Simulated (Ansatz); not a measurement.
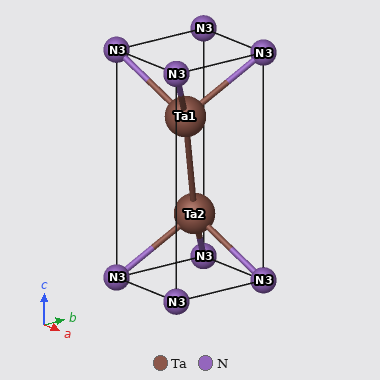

Two computed energy maps of cells of Ta₂N. The picture above is the structure of the first map.

Map 1

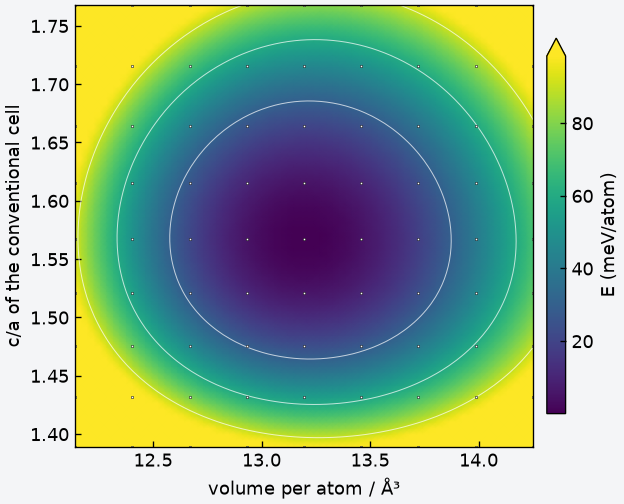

Ta2N (P-3m1, No. 164; 3 atoms in the cell). 
- The energy is mapped over volume and the cell's shape.
- First axis: volume per atom. Second axis: c/a of the conventional cell.
- Nothing is relaxed (fractional coordinates fixed).
- The scan uses a 9 × 9 grid.
- Points are written as (first, second).
- All energies are given in meV/atom relative to the lowest grid point.
- These are results of DFT PBEsol, scalar-relativistic, plane waves, PAW in Ansatz 0.2.0, not measurements. Settings: cutoff 520 eV, k-mesh 18×18×10 in the order of the run's cell vectors, gaussian smearing 0.15 eV, no spin polarisation.

The picture shows a smooth colour map with a few white contour lines, dots at the grid points, one colour for all values above the top of the scale. Between grid points the surface is interpolated.

Map 2

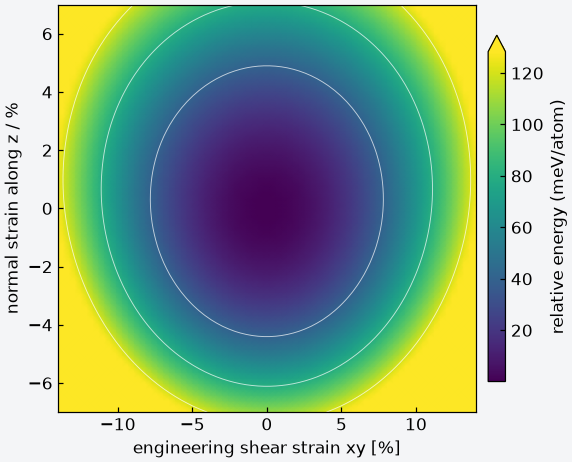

Ta₂N (P-3m1, No. 164; 3 atoms in the cell). The energy is mapped over two homogeneous strains (x along [1 0 0], y along [1 2 0], z along [0 0 1] of the conventional cell). Coordinates scanned: (1) engineering shear strain xy; (2) normal strain along z. Nothing is relaxed (fractional coordinates fixed). The scan uses a 9 × 9 grid; 45 points were computed and 36 follow by symmetry. Points are written as (first, second). Energies are in meV/atom, from the lowest grid point. Method: DFT PBEsol, scalar-relativistic, plane waves, PAW (Ansatz). Settings: cutoff 520 eV, k-mesh 15×15×8 in the order of the run's cell vectors, gaussian smearing 0.15 eV, no spin polarisation.

Drawn: a smooth colour map with a few white contour lines, one colour for all values above the top of the scale. Between grid points the surface is interpolated.

Summarise the maps one by one.

Map 1: The lowest grid point is at (13.195 Å³, 1.567). No other kind of well shows on this grid. The highest grid point, (12.140 Å³, 1.389), lies 202 meV/atom above the lowest. Round the minimum the two coordinates are nearly uncoupled.
Map 2: The lowest grid point is at (0.0 %, 0.00 %). No other kind of well shows on this grid. The highest grid point, (−14.0 %, −7.00 %), lies 263 meV/atom above the lowest. Round the minimum the two coordinates are nearly uncoupled.

Maps 1, 2 start from a relaxed reference structure. Do they show a way to lower its energy?

No. In each of them the reference is the lowest point, within the accuracy of the grid, so it is stable against the distortions scanned (other distortions weren't tried).

PAW datasets: the set soft_1.
